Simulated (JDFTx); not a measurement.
**Geometry relaxation of WC (part 2 of 2)**

Continued. System: WC (2 atoms in the cell). Method: Kohn-Sham DFT of a periodic cell, PBE, PseudoDojo-SR-PBE-0.5-standard, no spin polarisation (JDFTx 1.7.0 (patched build)); cutoff 1115.67 eV, 8×8×7 k-mesh, fermi-dirac of 0.05 eV. The structure derives from an entry of the Crystallography Open Database.

Geometry of the input (Å; fractional positions):
```
2.9065  0.0000  0.0000
-1.4532  2.5171  0.0000
0.0000  0.0000  2.8366
W  0.0000  0.0000  0.0000
C  0.6667  0.3333  0.5000
```

## The program's output, continued
```
# Strain tensor in Cartesian coordinates:
[    0.0048858            0            0  ]
[            0    0.0048858            0  ]
[            0            0   0.00388017  ]

# Stress tensor in Cartesian coordinates [Eh/a0^3]:
[ -2.04168e-05            0            0  ]
[            0 -2.04168e-05            0  ]
[            0            0  1.55946e-05  ]

# Ionic positions in cartesian coordinates:
ion W   0.000000000150733  -0.000000000050244   0.000000000025097 1
ion C   2.759662082919925   1.593291646300392   2.690598179706285 1

# Forces in Cartesian coordinates:
force W   0.000000000000000   0.000000000000000   0.000000000000000 1
force C   0.000000000000000  -0.000000000000000   0.000000000000000 1

# Energy components:
   Eewald =      -65.7112252469154612
       EH =        8.8328229845358273
     Eloc =      -43.0331086583511180
      Enl =       12.3889886690872686
      Exc =      -18.7295553877647691
 Exc_core =        7.1241890077606147
       KE =       24.3645375746034638
-------------------------------------
     Etot =      -74.7633510570441899
       TS =        0.0000695784117212
-------------------------------------
        F =      -74.7634206354559154

LatticeMinimize: Iter:   2  F: -74.763420635455915  |grad|_K:  8.971e-04  alpha:  1.000e+00  linmin: -5.406e-01

#--- Lowdin population analysis ---
# oxidation-state W +0.795
# oxidation-state C -0.715

-------- Electronic minimization -----------
Will mix electronic density at each iteration.
	FillingsUpdate:  mu: +0.747815082  nElectrons: 18.000000
	FillingsUpdate:  mu: +0.747411999  nElectrons: 18.000000
SCF: Cycle:  0   F: -74.763423172486881   dF: -7.269e-07   |Residual|: 2.252e-04   |deigs|: 1.283e-06
	FillingsUpdate:  mu: +0.747401758  nElectrons: 18.000000
SCF: Cycle:  1   F: -74.763423241554918   dF: -6.907e-08   |Residual|: 9.038e-05   |deigs|: 2.147e-05
	FillingsUpdate:  mu: +0.747395531  nElectrons: 18.000000
SCF: Cycle:  2   F: -74.763423252680298   dF: -1.113e-08   |Residual|: 3.264e-05   |deigs|: 6.156e-06
	FillingsUpdate:  mu: +0.747392466  nElectrons: 18.000000
SCF: Cycle:  3   F: -74.763423254629842   dF: -1.950e-09   |Residual|: 9.316e-06   |deigs|: 2.512e-06
	FillingsUpdate:  mu: +0.747391930  nElectrons: 18.000000
SCF: Cycle:  4   F: -74.763423254975720   dF: -3.459e-10   |Residual|: 2.673e-06   |deigs|: 1.408e-06
	FillingsUpdate:  mu: +0.747391773  nElectrons: 18.000000
SCF: Cycle:  5   F: -74.763423255092050   dF: -1.163e-10   |Residual|: 1.325e-06   |deigs|: 1.147e-06
SCF: Converged (|Delta E|<1.000000e-09 for 2 iters).

Setting wave functions to eigenvectors of Hamiltonian
# Lattice vectors:
R =
[      5.52209     -2.76104            0  ]
[            0      4.78227            0  ]
[            0            0        5.379  ]
unit cell volume = 142.049

# Strain tensor in Cartesian coordinates:
[   0.00538877            0            0  ]
[            0   0.00538877            0  ]
[            0            0   0.00347092  ]

# Stress tensor in Cartesian coordinates [Eh/a0^3]:
[ -6.88204e-06            0            0  ]
[            0 -6.88204e-06            0  ]
[            0            0  7.91654e-06  ]

# Ionic positions in cartesian coordinates:
ion W   0.000000000150808  -0.000000000050269   0.000000000025087 1
ion C   2.761043361763302   1.594089128012361   2.689501310183147 1

# Forces in Cartesian coordinates:
force W  -0.000000000000000   0.000000000000000   0.000000000000000 1
force C  -0.000000000000000   0.000000000000000   0.000000000000000 1

# Energy components:
   Eewald =      -65.6972433062728953
       EH =        8.8379282592082973
     Eloc =      -43.0509043680151677
      Enl =       12.3888524084554046
      Exc =      -18.7289684341678182
 Exc_core =        7.1241889995681582
       KE =       24.3627934642432784
-------------------------------------
     Etot =      -74.7633529769807410
       TS =        0.0000702781113096
-------------------------------------
        F =      -74.7634232550920501

LatticeMinimize: Iter:   3  F: -74.763423255092050  |grad|_K:  3.432e-04  alpha:  1.000e+00  linmin: -9.872e-01

#--- Lowdin population analysis ---
# oxidation-state W +0.795
# oxidation-state C -0.715

-------- Electronic minimization -----------
Will mix electronic density at each iteration.
	FillingsUpdate:  mu: +0.747391773  nElectrons: 18.000000
	FillingsUpdate:  mu: +0.747296408  nElectrons: 18.000000
SCF: Cycle:  0   F: -74.763423686698900   dF: -2.543e-07   |Residual|: 1.193e-04   |deigs|: 6.609e-07
	FillingsUpdate:  mu: +0.747290110  nElectrons: 18.000000
SCF: Cycle:  1   F: -74.763423708343652   dF: -2.164e-08   |Residual|: 5.666e-05   |deigs|: 6.350e-06
	FillingsUpdate:  mu: +0.747284641  nElectrons: 18.000000
SCF: Cycle:  2   F: -74.763423712662458   dF: -4.319e-09   |Residual|: 9.204e-06   |deigs|: 5.269e-06
	FillingsUpdate:  mu: +0.747284505  nElectrons: 18.000000
SCF: Cycle:  3   F: -74.763423713112417   dF: -4.500e-10   |Residual|: 4.833e-06   |deigs|: 9.978e-07
	FillingsUpdate:  mu: +0.747284224  nElectrons: 18.000000
SCF: Cycle:  4   F: -74.763423713258689   dF: -1.463e-10   |Residual|: 1.187e-06   |deigs|: 8.349e-07
SCF: Converged (|Delta E|<1.000000e-09 for 2 iters).

Setting wave functions to eigenvectors of Hamiltonian
# Lattice vectors:
R =
[      5.52348     -2.76174            0  ]
[            0      4.78347            0  ]
[            0            0      5.37732  ]
unit cell volume = 142.077

# Strain tensor in Cartesian coordinates:
[   0.00564251            0            0  ]
[            0   0.00564251            0  ]
[            0            0   0.00315793  ]

# Stress tensor in Cartesian coordinates [Eh/a0^3]:
[  -6.6352e-07            0            0  ]
[            0  -6.6352e-07            0  ]
[            0            0   6.0899e-07  ]

# Ionic positions in cartesian coordinates:
ion W   0.000000000150846  -0.000000000050282   0.000000000025079 1
ion C   2.761740213530731   1.594491455567829   2.688662452070079 1

# Forces in Cartesian coordinates:
force W   0.000000000000000   0.000000000000000   0.000000000000000 1
force C  -0.000000000000000  -0.000000000000000   0.000000000000000 1

# Energy components:
   Eewald =      -65.6923970252124150
       EH =        8.8398845193727116
     Eloc =      -43.0573885682277933
      Enl =       12.3888018939265088
      Exc =      -18.7288151830814051
 Exc_core =        7.1241889953889999
       KE =       24.3623723369424106
-------------------------------------
     Etot =      -74.7633530308909826
       TS =        0.0000706823677020
-------------------------------------
        F =      -74.7634237132586890

LatticeMinimize: Iter:   4  F: -74.763423713258689  |grad|_K:  3.061e-05  alpha:  1.000e+00  linmin: -9.899e-01

#--- Lowdin population analysis ---
# oxidation-state W +0.795
# oxidation-state C -0.715

-------- Electronic minimization -----------
Will mix electronic density at each iteration.
	FillingsUpdate:  mu: +0.747284224  nElectrons: 18.000000
	FillingsUpdate:  mu: +0.747268686  nElectrons: 18.000000
SCF: Cycle:  0   F: -74.763423715567839   dF: -1.144e-09   |Residual|: 6.896e-06   |deigs|: 4.208e-07
	FillingsUpdate:  mu: +0.747268374  nElectrons: 18.000000
SCF: Cycle:  1   F: -74.763423716696551   dF: -1.129e-09   |Residual|: 7.364e-06   |deigs|: 7.649e-07
	FillingsUpdate:  mu: +0.747268281  nElectrons: 18.000000
SCF: Cycle:  2   F: -74.763423716739666   dF: -4.312e-11   |Residual|: 6.427e-06   |deigs|: 2.955e-07
	FillingsUpdate:  mu: +0.747267745  nElectrons: 18.000000
SCF: Cycle:  3   F: -74.763423716779215   dF: -3.955e-11   |Residual|: 1.454e-06   |deigs|: 4.859e-07
SCF: Converged (|Delta E|<1.000000e-09 for 2 iters).

Setting wave functions to eigenvectors of Hamiltonian
# Lattice vectors:
R =
[      5.52362     -2.76181            0  ]
[            0      4.78359            0  ]
[            0            0      5.37719  ]
unit cell volume = 142.08

# Strain tensor in Cartesian coordinates:
[   0.00566733            0            0  ]
[            0   0.00566733            0  ]
[            0            0   0.00313329  ]

# Stress tensor in Cartesian coordinates [Eh/a0^3]:
[ -2.53478e-08            0            0  ]
[            0 -2.53478e-08            0  ]
[            0            0  1.14733e-07  ]

# Ionic positions in cartesian coordinates:
ion W   0.000000000150850  -0.000000000050283   0.000000000025078 1
ion C   2.761808353286051   1.594530796073902   2.688596404420844 1

# Forces in Cartesian coordinates:
force W   0.000000000000000   0.000000000000000   0.000000000000000 1
force C   0.000000000000000  -0.000000000000000   0.000000000000000 1

# Energy components:
   Eewald =      -65.6917995869886084
       EH =        8.8401106371185971
     Eloc =      -43.0581631000171541
      Enl =       12.3887966452792746
      Exc =      -18.7287923907459799
 Exc_core =        7.1241889949317683
       KE =       24.3623058044423964
-------------------------------------
     Etot =      -74.7633529959797016
       TS =        0.0000707207995153
-------------------------------------
        F =      -74.7634237167792151

LatticeMinimize: Iter:   5  F: -74.763423716779215  |grad|_K:  3.289e-06  alpha:  1.000e+00  linmin: -7.933e-01
LatticeMinimize: Converged (|Delta F|<1.000000e-06 for 2 iters).

#--- Lowdin population analysis ---
# oxidation-state W +0.795
# oxidation-state C -0.715

Dumping 'run.eigStats' ...
	eMin: -1.978330 at state 0 ( [ +0.000000 +0.000000 +0.000000 ] spin 0 )
	HOMO: +0.745885 at state 0 ( [ +0.000000 +0.000000 +0.000000 ] spin 0 )
	mu  : +0.747268
	LUMO: +0.748064 at state 1 ( [ +0.000000 +0.000000 +0.142857 ] spin 0 )
	eMax: +1.309446 at state 2 ( [ +0.000000 +0.000000 +0.285714 ] spin 0 )
	HOMO-LUMO gap: +0.002178
	Optical gap  : +0.040610 at state 6 ( [ +0.000000 +0.125000 +0.285714 ] spin 0 )
Done!
```

## Trajectory as extended XYZ (Å, eV, eV/Å), 6 frames, from step=0 to step=5
```
2
Lattice="2.9065 0.0000 0.0000 -1.4532 2.5171 0.0000 0.0000 0.0000 2.8366" Properties=species:S:1:pos:R:3:forces:R:3 step=0 energy=-2034.41104
W     0.0000    0.0000    0.0000    0.0000   0.0000   0.0000
C     1.4532    0.8390    1.4183    0.0000   0.0000   0.0000
2
Lattice="2.9096 0.0000 0.0000 -1.4548 2.5198 0.0000 0.0000 0.0000 2.8391" Properties=species:S:1:pos:R:3:forces:R:3 step=1 energy=-2034.41302
W     0.0000    0.0000    0.0000    0.0000   0.0000   0.0000
C     1.4548    0.8399    1.4196    0.0000   0.0000   0.0000
2
Lattice="2.9207 0.0000 0.0000 -1.4603 2.5294 0.0000 0.0000 0.0000 2.8476" Properties=species:S:1:pos:R:3:forces:R:3 step=2 energy=-2034.41632
W     0.0000    0.0000    0.0000    0.0000   0.0000   0.0000
C     1.4604    0.8431    1.4238    0.0000   0.0000   0.0000
2
Lattice="2.9222 0.0000 0.0000 -1.4611 2.5307 0.0000 0.0000 0.0000 2.8464" Properties=species:S:1:pos:R:3:forces:R:3 step=3 energy=-2034.41639
W     0.0000    0.0000    0.0000    0.0000   0.0000   0.0000
C     1.4611    0.8436    1.4232    0.0000   0.0000   0.0000
2
Lattice="2.9229 0.0000 0.0000 -1.4614 2.5313 0.0000 0.0000 0.0000 2.8456" Properties=species:S:1:pos:R:3:forces:R:3 step=4 energy=-2034.41640
W     0.0000    0.0000    0.0000    0.0000   0.0000   0.0000
C     1.4614    0.8438    1.4228    0.0000   0.0000   0.0000
2
Lattice="2.9230 0.0000 0.0000 -1.4615 2.5314 0.0000 0.0000 0.0000 2.8455" Properties=species:S:1:pos:R:3:forces:R:3 step=5 energy=-2034.41640
W     0.0000    0.0000    0.0000    0.0000   0.0000   0.0000
C     1.4615    0.8438    1.4227    0.0000   0.0000   0.0000
```

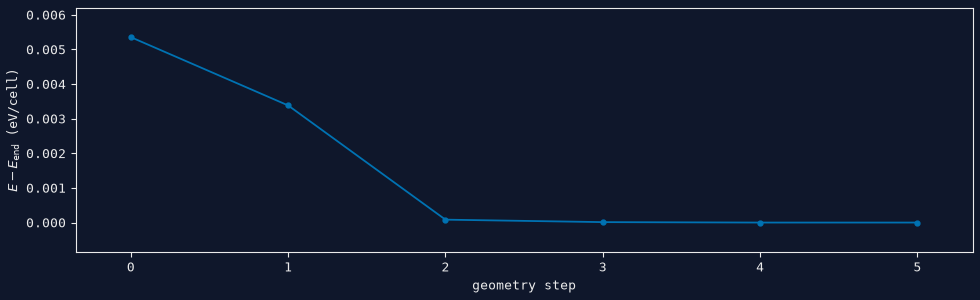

Fig. 1: Progress of the relaxation, step by step (steps are counted from 0).

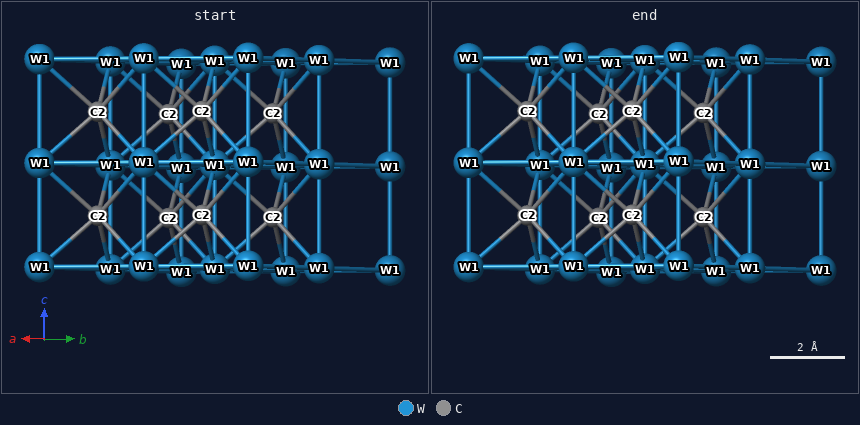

Fig. 2: Before (left) and after (right) the relaxation, at one scale (ball-and-stick view of the cell of the calculation, repeated 2 × 2 × 2, seen at an oblique angle). The energy falls by 5.4 meV per cell of the calculation in 5 geometry steps. All forces vanish by symmetry, so only the cell relaxes. No atom moves by more than 0.005 Å relative to the cell. The volume changes by +1.5 %, with a 2.907 → 2.923 Å (+0.6 %), b 2.906 → 2.923 Å (+0.6 %), c 2.837 → 2.845 Å (+0.3 %). Among the contacts that change: W1–W1 2.906 → 2.923 Å, W1–C2 2.197 → 2.207 Å. The space group stays P-6m2 (No. 187). (Atoms are counted from 1 in the order of the input.)
